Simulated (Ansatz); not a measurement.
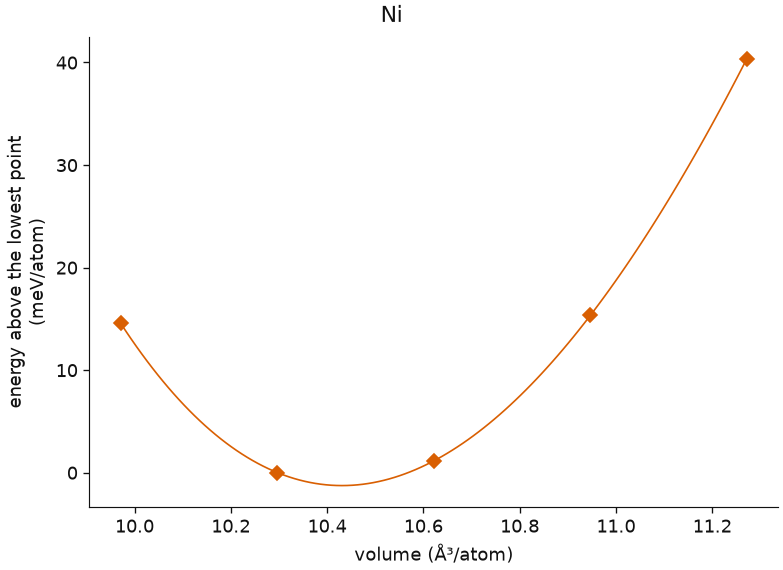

Plotted: energy above the lowest point against volume for Ni, space group Fm-3m (No. 225) (one of a set of cubic test structures, which need not be the stable phase).

Calculation (Ansatz 0.2.0 development build): equation of state of a cubic crystal from periodic Kohn-Sham density functional theory without spin, third-order Birch-Murnaghan fit to the free energies; pressure corrected for the finite basis. Level: r2SCAN.

structure type fcc; atoms in cell 1; space group number 225; lattice centring face-centred primitive; k mesh 16×16×16; occupation method Fermi–Dirac; occupation width 0.1 eV; wave cutoff 500 eV; datasets soft-1 PAW; density tolerance 1e−07 eV; bands 13; density cutoff ratio 4; search for lower states default.

From this curve and the settings, what does the calculation give for the pressure at the same points?

The pressure falls from 11.5 GPa at volume 9.97 Å³/atom to −14.7 GPa at 11.27 Å³/atom, and changes sign near 10.44 Å³/atom.

```json
{"volume (Å³/atom)": "9.97", "pressure (GPa)": "11.5"}
{"volume (Å³/atom)": "10.30", "pressure (GPa)": "3.1"}
{"volume (Å³/atom)": "10.62", "pressure (GPa)": "-4.0"}
{"volume (Å³/atom)": "10.95", "pressure (GPa)": "-9.8"}
{"volume (Å³/atom)": "11.27", "pressure (GPa)": "-14.7"}
```

Note: known magnet treated without spin, far from its ground state; modest k-mesh, values are not fully converged in k.
